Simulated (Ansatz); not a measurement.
A periodic structure is given below.

```xyz
9
Lattice="3.2180 0.0000 0.0000 -1.6090 2.7869 0.0000 0.0000 0.0000 22.6362" Properties=species:S:1:pos:R:3 pbc="T T T"
W     1.6090    0.9290    7.5301
S     0.0000    1.8579    5.9441
S     1.6090    0.9290    1.5706
W     0.0000    1.8579   15.0754
S     0.0000    0.0000   13.4895
S     0.0000    1.8579    9.1160
W     0.0000    0.0000   22.6208
S     1.6090    0.9290   21.0349
S     0.0000    0.0000   16.6614
```

What would you see if this were drawn?

Answer. The material is WS₂. The lattice is rhombohedral (trigonal R) and the space group R3m (No. 160). In the cell are 3 W, 6 S, which makes 3 formula units. Each W atom is coordinated by six S in a trigonal prismatic arrangement at 2.44 Å. About every S there are three W in a trigonal pyramidal arrangement at 2.44 Å. Not all metal-metal contacts are counted. The bonds build WS2 layers parallel to (001).

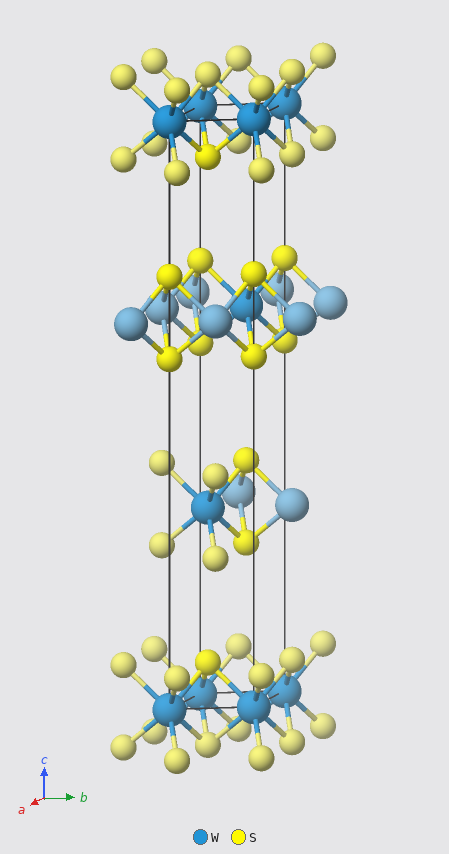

Shown here is a ball-and-stick view of the crystal, taken slightly off an axis. Atoms at the boundary of the conventional unit cell (the box) are drawn once for each face, edge or corner they touch. The bonded neighbours beyond the faces are included, in fainter colours.

Origin of the cell: a structure listed in the Materials Project. Earlier steps of the study may have refined or changed the cell and positions. It was set up as input for a calculation with Ansatz.
